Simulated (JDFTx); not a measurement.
# Ge: geometry relaxation (part 1 of 2)

System: Ge (2 atoms in the cell).
Method: Kohn-Sham DFT of a periodic cell, RPBE, PseudoDojo-SR-PBE-0.5-standard, no spin polarisation (JDFTx 1.7.0 (patched build)).

The structure derives from a Materials Project entry.

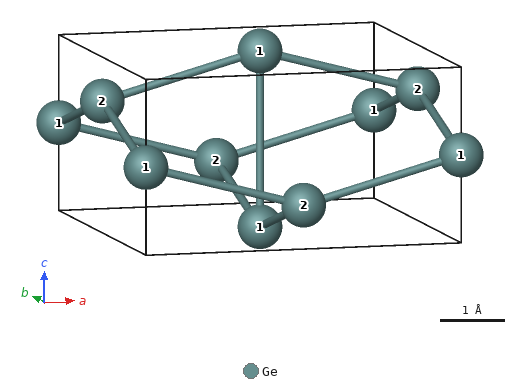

**Figure 1.** The starting structure (ball-and-stick view of the cell 2 times as large as that of the calculation, set on its symmetry axes, seen slightly off an axis; atoms are numbered from 1 in the order of the input).

### Key numbers

```tsv
quantity	value
outcome	converged
space group (tolerance 0.01 Å)	I4₁/amd (141)
electrons treated	28
free energy	−4348.5495 eV
Fermi energy	11.432 eV
gap on the k-point mesh	none (metallic)
pressure	0.00 GPa
final volume	39.52 Å³
largest force (length of the vector) at the end	under 0.001 eV/Å
final cell	a = 3.960 Å, b = 3.960 Å, c = 3.960 Å, α = 97.78°, β = 97.78°, γ = 136.83°
hardware	1 thread of Arm Neoverse V1, 24 GiB of memory available, shared host
wall time	12 min
peak memory	0.17 GiB
```

### Notes

Points of doubt noted for this run: coarse mesh.

### The input
```
lattice \
   -2.5744897190     2.5744897190     2.5744897190 \
    2.5744897190    -2.5744897190     2.5744897190 \
    1.3974126432     1.3974126432    -1.3974126432
latt-scale 1.889726124626 1.889726124626 1.889726124626
coords-type Lattice
ion Ge     0.5000000000     0.5000000000     0.0000000000 1
ion Ge     0.2500000000     0.7500000000     0.5000000000 1

ion-species pseudo/Ge.upf
elec-cutoff 39 312
elec-ex-corr gga-x-rpbe gga-c-pbe
kpoint-folding 7 7 7
elec-smearing Fermi 0.0018374661
elec-n-bands 21
electronic-SCF nIterations 100 energyDiffThreshold 1e-09
electronic-minimize nIterations 30 energyDiffThreshold 1e-7
forces-output-coords Cartesian
lattice-minimize nIterations 40 energyDiffThreshold 1e-6

dump-name run.$VAR
dump End Ecomponents EigStats BandEigs Kpoints Forces Stress
```

Launch command:
```bash
jdftx -c 1 -i Ge.in -o Ge.out
```

### Log
```
*************** JDFTx 1.7.0 (patched build) ***************

Input parsed successfully to the following command list (including defaults):
[... the input with its defaults ...]

---------- Setting up symmetries ----------

Non-trivial transmission matrix:
[   1   0   0  ]
[   1   1   0  ]
[   0   0   1  ]
with reduced lattice vectors:
[      0.000000      4.865080      4.865080  ]
[      0.000000     -4.865080      4.865080  ]
[      5.281454      2.640727     -2.640727  ]

Found 16 point-group symmetries of the bravais lattice
Found 16 space-group symmetries with basis
Applied RMS atom displacement 0 bohrs to make symmetries exact.

---------- Initializing the Grid ----------
R =
[     -4.86508      4.86508      4.86508  ]
[      4.86508     -4.86508      4.86508  ]
[      2.64073      2.64073     -2.64073  ]
unit cell volume = 250.014
G =
[ -6.86892e-18   0.645743    1.18967  ]
[   0.645743 -6.86892e-18    1.18967  ]
[   0.645743   0.645743 2.15282e-17  ]
Minimum fftbox size, Smin = [  60  60  60  ]
Chosen fftbox size, S = [  60  60  60  ]

---------- Initializing tighter grid for wavefunction operations ----------
R =
[     -4.86508      4.86508      4.86508  ]
[      4.86508     -4.86508      4.86508  ]
[      2.64073      2.64073     -2.64073  ]
unit cell volume = 250.014
G =
[ -6.86892e-18   0.645743    1.18967  ]
[   0.645743 -6.86892e-18    1.18967  ]
[   0.645743   0.645743 2.15282e-17  ]
Minimum fftbox size, Smin = [  44  44  44  ]
Chosen fftbox size, S = [  48  48  48  ]

---------- Exchange Correlation functional ----------
Initialized LibXC exchange functional 'Hammer, Hansen, and Norskov'
Initialized LibXC correlation functional 'Perdew, Burke & Ernzerhof'

---------- Setting up pseudopotentials ----------
Width of ionic core gaussian charges (only for fluid interactions / plotting) set to 0

Reading pseudopotential file 'pseudo/Ge.upf':
  'Ge' pseudopotential, 'PBE' functional
  Generated using ONCVPSP code by D. R. Hamann
  14 valence electrons, 3 orbitals, 6 projectors, 1001 radial grid points, with lMax = 2
    3D    l: 2   occupation: 10.0   eigenvalue: -1.077154
    4S    l: 0   occupation:  2.0   eigenvalue: -0.431124
    4P    l: 1   occupation:  2.0   eigenvalue: -0.143154
  Core radius for overlap checks: 1.83 bohrs.

Initialized 1 species with 2 total atoms.

Folded 1 k-points by 7x7x7 to 343 k-points.

---------- Setting up k-points, bands, fillings ----------
Reduced to 40 k-points under symmetry.
Computing the number of bands and number of electrons
Calculating initial fillings.
nElectrons:  28.000000   nBands: 21   nStates: 40

----- Setting up reduced wavefunction bases (one per k-point) -----
average nbasis = 2909.070 , ideal nbasis = 2908.402

---------- Setting up ewald sum ----------
Optimum gaussian width for ewald sums = 2.219675 bohr.
Real space sum over 1859 unit cells with max indices [  6  6  5  ]
Reciprocal space sum over 3375 terms with max indices [  7  7  7  ]

---------- Allocating electronic variables ----------
Initializing wave functions:  linear combination of atomic orbitals
Note: number of bands (21) exceeds available atomic orbitals (18)
Ge pseudo-atom occupations:   s ( 2 )  p ( 2 )  d ( 10 )
	FillingsUpdate:  mu: +0.471887804  nElectrons: 28.000000
LCAOMinimize: Iter:   0  F: -159.7594125756885717  |grad|_K:  7.097e-05  alpha:  1.000e+00
	FillingsUpdate:  mu: +0.472060313  nElectrons: 28.000000
LCAOMinimize: Iter:   1  F: -159.7594531969513412  |grad|_K:  2.682e-06  alpha:  9.149e-01  linmin: -1.912e-03  cgtest:  6.816e-02
LCAOMinimize: Encountered beta<0, resetting CG.
	FillingsUpdate:  mu: +0.472062820  nElectrons: 28.000000
LCAOMinimize: Iter:   2  F: -159.7594532557328080  |grad|_K:  2.087e-07  alpha:  9.262e-01  linmin: -6.265e-04  cgtest:  6.450e-03
	FillingsUpdate:  mu: +0.472062804  nElectrons: 28.000000
LCAOMinimize: Iter:   3  F: -159.7594532560933942  |grad|_K:  4.092e-09  alpha:  9.352e-01  linmin: -6.478e-02  cgtest:  2.615e-01
LCAOMinimize: Encountered beta<0, resetting CG.
LCAOMinimize: Converged (|Delta F|<1.000000e-06 for 2 iters).

--------- Lattice Minimization ---------

-------- Electronic minimization -----------
Will mix electronic density at each iteration.
	FillingsUpdate:  mu: +0.472062804  nElectrons: 28.000000
	FillingsUpdate:  mu: +0.459929801  nElectrons: 28.000000
SCF: Cycle:  0   F: -159.804007272656662   dF: -4.455e-02   |Residual|: 2.410e-02   |deigs|: 2.908e-01
	FillingsUpdate:  mu: +0.459475063  nElectrons: 28.000000
SCF: Cycle:  1   F: -159.804611429934511   dF: -6.042e-04   |Residual|: 1.464e-02   |deigs|: 6.826e-03
	FillingsUpdate:  mu: +0.459286092  nElectrons: 28.000000
SCF: Cycle:  2   F: -159.804645383677297   dF: -3.395e-05   |Residual|: 1.756e-03   |deigs|: 1.326e-03
	FillingsUpdate:  mu: +0.459325124  nElectrons: 28.000000
SCF: Cycle:  3   F: -159.804648206829256   dF: -2.823e-06   |Residual|: 7.454e-04   |deigs|: 2.523e-04
	FillingsUpdate:  mu: +0.459378848  nElectrons: 28.000000
SCF: Cycle:  4   F: -159.804649294330915   dF: -1.088e-06   |Residual|: 1.161e-04   |deigs|: 2.676e-04
	FillingsUpdate:  mu: +0.459382918  nElectrons: 28.000000
SCF: Cycle:  5   F: -159.804649536946414   dF: -2.426e-07   |Residual|: 8.717e-05   |deigs|: 1.463e-04
	FillingsUpdate:  mu: +0.459384906  nElectrons: 28.000000
SCF: Cycle:  6   F: -159.804649660076620   dF: -1.231e-07   |Residual|: 1.114e-05   |deigs|: 2.623e-04
	FillingsUpdate:  mu: +0.459385564  nElectrons: 28.000000
SCF: Cycle:  7   F: -159.804649675839897   dF: -1.576e-08   |Residual|: 5.472e-06   |deigs|: 1.398e-04
	FillingsUpdate:  mu: +0.459385519  nElectrons: 28.000000
SCF: Cycle:  8   F: -159.804649685874381   dF: -1.003e-08   |Residual|: 1.233e-06   |deigs|: 1.901e-04
	FillingsUpdate:  mu: +0.459385510  nElectrons: 28.000000
SCF: Cycle:  9   F: -159.804649687609640   dF: -1.735e-09   |Residual|: 1.195e-06   |deigs|: 6.971e-05
	FillingsUpdate:  mu: +0.459385555  nElectrons: 28.000000
SCF: Cycle: 10   F: -159.804649688745371   dF: -1.136e-09   |Residual|: 2.514e-07   |deigs|: 9.843e-05
	FillingsUpdate:  mu: +0.459385558  nElectrons: 28.000000
SCF: Cycle: 11   F: -159.804649688900810   dF: -1.554e-10   |Residual|: 1.660e-07   |deigs|: 3.314e-05
	FillingsUpdate:  mu: +0.459385563  nElectrons: 28.000000
SCF: Cycle: 12   F: -159.804649689008500   dF: -1.077e-10   |Residual|: 7.180e-08   |deigs|: 3.129e-05
SCF: Converged (|Delta E|<1.000000e-09 for 2 iters).

Setting wave functions to eigenvectors of Hamiltonian
# Lattice vectors:
R =
[     -4.86508      4.86508      4.86508  ]
[      4.86508     -4.86508      4.86508  ]
[      2.64073      2.64073     -2.64073  ]
unit cell volume = 250.014

# Strain tensor in Cartesian coordinates:
[            0            0            0  ]
[            0            0            0  ]
[            0            0            0  ]

# Stress tensor in Cartesian coordinates [Eh/a0^3]:
[ -0.000146202            0            0  ]
[            0 -0.000146202            0  ]
[            0            0 -0.000222209  ]

# Ionic positions in lattice coordinates:
ion Ge   0.500000000000000   0.500000000000000   0.000000000000000 1
ion Ge   0.250000000000000   0.750000000000000   0.500000000000000 1

# Forces in Cartesian coordinates:
force Ge  -0.000000000000000   0.000000000000000   0.000000000000000 1
force Ge  -0.000000000000000  -0.000000000000000  -0.000000000000000 1

# Energy components:
   Eewald =     -112.0414345512377139
       EH =       45.1230632720373848
     Eloc =     -107.8821595388113224
      Enl =      -94.6431959102096272
      Exc =      -43.8017286985473930
 Exc_core =       18.9437144909355837
       KE =      134.4973740964669560
-------------------------------------
     Etot =     -159.8043668393661392
       TS =        0.0002828496423725
-------------------------------------
        F =     -159.8046496890084995

LatticeMinimize: Iter:   0  F: -159.804649689008500  |grad|_K:  1.205e-02

#--- Lowdin population analysis ---
# oxidation-state Ge +0.028 +0.028

-------- Electronic minimization -----------
Will mix electronic density at each iteration.
	FillingsUpdate:  mu: +0.459385563  nElectrons: 28.000000
	FillingsUpdate:  mu: +0.457345251  nElectrons: 28.000000
SCF: Cycle:  0   F: -159.804790879161146   dF: -8.781e-06   |Residual|: 3.235e-04   |deigs|: 3.661e-05
	FillingsUpdate:  mu: +0.457360550  nElectrons: 28.000000
SCF: Cycle:  1   F: -159.804790958109663   dF: -7.895e-08   |Residual|: 1.508e-04   |deigs|: 7.826e-05
	FillingsUpdate:  mu: +0.457375318  nElectrons: 28.000000
SCF: Cycle:  2   F: -159.804790999286666   dF: -4.118e-08   |Residual|: 6.050e-05   |deigs|: 6.878e-05
	FillingsUpdate:  mu: +0.457373599  nElectrons: 28.000000
SCF: Cycle:  3   F: -159.804791003045011   dF: -3.758e-09   |Residual|: 2.375e-05   |deigs|: 1.706e-05
	FillingsUpdate:  mu: +0.457376420  nElectrons: 28.000000
SCF: Cycle:  4   F: -159.804791003951863   dF: -9.069e-10   |Residual|: 1.496e-05   |deigs|: 7.701e-06
	FillingsUpdate:  mu: +0.457376486  nElectrons: 28.000000
SCF: Cycle:  5   F: -159.804791004150360   dF: -1.985e-10   |Residual|: 4.272e-06   |deigs|: 3.398e-06
SCF: Converged (|Delta E|<1.000000e-09 for 2 iters).

Setting wave functions to eigenvectors of Hamiltonian
LatticeMinimize: 	Wolfe criterion not satisfied: alpha: 1  (E-E0)/|gdotd0|: -0.973906  gdotd/gdotd0: 0.948744 (taking cubic step)

-------- Electronic minimization -----------
Will mix electronic density at each iteration.
	FillingsUpdate:  mu: +0.457376486  nElectrons: 28.000000
	FillingsUpdate:  mu: +0.453309050  nElectrons: 28.000000
SCF: Cycle:  0   F: -159.805051108998782   dF: -3.462e-05   |Residual|: 6.431e-04   |deigs|: 1.530e-05
	FillingsUpdate:  mu: +0.453339584  nElectrons: 28.000000
SCF: Cycle:  1   F: -159.805051396844874   dF: -2.878e-07   |Residual|: 2.951e-04   |deigs|: 1.545e-04
	FillingsUpdate:  mu: +0.453368312  nElectrons: 28.000000
SCF: Cycle:  2   F: -159.805051532778492   dF: -1.359e-07   |Residual|: 1.175e-04   |deigs|: 1.321e-04
	FillingsUpdate:  mu: +0.453366099  nElectrons: 28.000000
SCF: Cycle:  3   F: -159.805051545890421   dF: -1.311e-08   |Residual|: 4.710e-05   |deigs|: 2.559e-05
	FillingsUpdate:  mu: +0.453371546  nElectrons: 28.000000
SCF: Cycle:  4   F: -159.805051548813822   dF: -2.923e-09   |Residual|: 2.848e-05   |deigs|: 1.174e-05
	FillingsUpdate:  mu: +0.453371642  nElectrons: 28.000000
SCF: Cycle:  5   F: -159.805051549552587   dF: -7.388e-10   |Residual|: 8.320e-06   |deigs|: 4.168e-06
	FillingsUpdate:  mu: +0.453371759  nElectrons: 28.000000
SCF: Cycle:  6   F: -159.805051549794342   dF: -2.418e-10   |Residual|: 3.037e-06   |deigs|: 4.001e-06
SCF: Converged (|Delta E|<1.000000e-09 for 2 iters).

Setting wave functions to eigenvectors of Hamiltonian
# Lattice vectors:
R =
[     -4.87853      4.87853      4.87853  ]
[      4.87853     -4.87853      4.87853  ]
[      2.65183      2.65183     -2.65183  ]
unit cell volume = 252.455

# Strain tensor in Cartesian coordinates:
[    0.0027648            0            0  ]
[            0    0.0027648            0  ]
[            0            0   0.00420348  ]

# Stress tensor in Cartesian coordinates [Eh/a0^3]:
[ -0.000119477            0            0  ]
[            0 -0.000119477            0  ]
[            0            0 -0.000191425  ]

# Ionic positions in lattice coordinates:
ion Ge   0.500000000000000   0.500000000000000   0.000000000000000 1
ion Ge   0.250000000000000   0.750000000000000   0.500000000000000 1

# Forces in Cartesian coordinates:
force Ge   0.000000000000000  -0.000000000000000   0.000000000000000 1
force Ge  -0.000000000000000   0.000000000000000  -0.000000000000000 1

# Energy components:
   Eewald =     -111.6792968702767439
       EH =       45.3310528631080771
     Eloc =     -108.4460428009186330
      Enl =      -94.6454963298475036
      Exc =      -43.7962131249081636
 Exc_core =       18.9437138570102057
       KE =      134.4875249751985677
-------------------------------------
     Etot =     -159.8047574306341687
       TS =        0.0002941191601822
-------------------------------------
        F =     -159.8050515497943422

LatticeMinimize: Iter:   1  F: -159.805051549794342  |grad|_K:  1.023e-02  alpha:  3.000e+00  linmin: -9.997e-01

#--- Lowdin population analysis ---
# oxidation-state Ge +0.028 +0.028

-------- Electronic minimization -----------
Will mix electronic density at each iteration.
	FillingsUpdate:  mu: +0.453371759  nElectrons: 28.000000
	FillingsUpdate:  mu: +0.421653743  nElectrons: 28.000000
SCF: Cycle:  0   F: -159.806096251153519   dF: -1.827e-03   |Residual|: 4.986e-03   |deigs|: 5.148e-04
	FillingsUpdate:  mu: +0.421905993  nElectrons: 28.000000
SCF: Cycle:  1   F: -159.806116270948934   dF: -2.002e-05   |Residual|: 2.240e-03   |deigs|: 1.227e-03
	FillingsUpdate:  mu: +0.422135478  nElectrons: 28.000000
SCF: Cycle:  2   F: -159.806121094593010   dF: -4.824e-06   |Residual|: 8.782e-04   |deigs|: 1.006e-03
	FillingsUpdate:  mu: +0.422128306  nElectrons: 28.000000
SCF: Cycle:  3   F: -159.806121449587749   dF: -3.550e-07   |Residual|: 5.968e-04   |deigs|: 2.648e-04
	FillingsUpdate:  mu: +0.422172108  nElectrons: 28.000000
SCF: Cycle:  4   F: -159.806121654646716   dF: -2.051e-07   |Residual|: 9.567e-05   |deigs|: 2.245e-04
	FillingsUpdate:  mu: +0.422171252  nElectrons: 28.000000
SCF: Cycle:  5   F: -159.806121681827449   dF: -2.718e-08   |Residual|: 4.281e-05   |deigs|: 1.481e-05
	FillingsUpdate:  mu: +0.422170990  nElectrons: 28.000000
SCF: Cycle:  6   F: -159.806121688010847   dF: -6.183e-09   |Residual|: 6.135e-05   |deigs|: 1.918e-06
	FillingsUpdate:  mu: +0.422170840  nElectrons: 28.000000
SCF: Cycle:  7   F: -159.806121690299818   dF: -2.289e-09   |Residual|: 2.283e-05   |deigs|: 8.666e-06
	FillingsUpdate:  mu: +0.422170527  nElectrons: 28.000000
SCF: Cycle:  8   F: -159.806121690858618   dF: -5.588e-10   |Residual|: 7.046e-06   |deigs|: 5.122e-06
	FillingsUpdate:  mu: +0.422170131  nElectrons: 28.000000
SCF: Cycle:  9   F: -159.806121691042790   dF: -1.842e-10   |Residual|: 5.696e-06   |deigs|: 6.998e-06
SCF: Converged (|Delta E|<1.000000e-09 for 2 iters).

Setting wave functions to eigenvectors of Hamiltonian
# Lattice vectors:
R =
[     -4.94861      4.94861      4.94861  ]
[      4.94861     -4.94861      4.94861  ]
[      2.71341      2.71341     -2.71341  ]
unit cell volume = 265.793

# Strain tensor in Cartesian coordinates:
[    0.0171702            0            0  ]
[            0    0.0171702            0  ]
[            0            0    0.0275253  ]

# Stress tensor in Cartesian coordinates [Eh/a0^3]:
[  9.22653e-06            0            0  ]
[            0  9.22653e-06            0  ]
[            0            0 -4.37712e-05  ]

# Ionic positions in lattice coordinates:
ion Ge   0.500000000000000   0.500000000000000   0.000000000000000 1
ion Ge   0.250000000000000   0.750000000000000   0.500000000000000 1

# Forces in Cartesian coordinates:
force Ge   0.000000000000000   0.000000000000000  -0.000000000000000 1
force Ge   0.000000000000000  -0.000000000000000   0.000000000000000 1

# Energy components:
   Eewald =     -109.7780678600304896
       EH =       46.4345474920030910
     Eloc =     -111.4193025056754749
      Enl =      -94.6556347730420669
      Exc =      -43.7679510278351813
 Exc_core =       18.9437126881793461
       KE =      134.4369166215212772
-------------------------------------
     Etot =     -159.8057793648795268
       TS =        0.0003423261632505
-------------------------------------
        F =     -159.8061216910427902

LatticeMinimize: Iter:   2  F: -159.806121691042790  |grad|_K:  1.927e-03  alpha:  1.000e+00  linmin: -5.332e-01

#--- Lowdin population analysis ---
# oxidation-state Ge +0.027 +0.027
```
